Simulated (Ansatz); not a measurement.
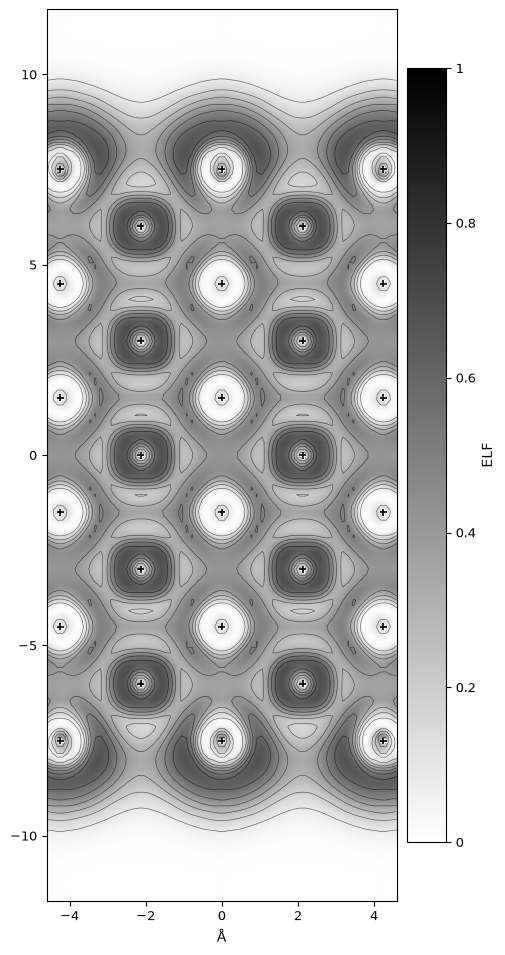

The ELF on a plane through atoms (crosses mark nuclei in the plane).

Level of theory: DFT PBE, scalar-relativistic, plane waves, PAW (Ansatz).

Candidates:
A. Hf3O8 (slab), a = 3.60 Å, b = 3.60 Å, c = 25.30 Å, α = 90.00°, β = 90.00°, γ = 120.00°. 
B. Al6Ru5 (slab), a = 3.00 Å, b = 3.00 Å, c = 30.02 Å, α = 90.00°, β = 90.00°, γ = 90.00°. Changed on purpose from its base cell (repeats removed: -2); not relaxed (largest force 1.5 eV/Å); computed without spin polarisation.

Question: Which system is this?

Answer: Candidate B: Al6Ru5 on the (110) plane of the calculation cell, a cut from vacuum to vacuum, which holds Al and Ru. Al–Ru (2.60 Å): the ELF is about 0.40 at the midpoint.
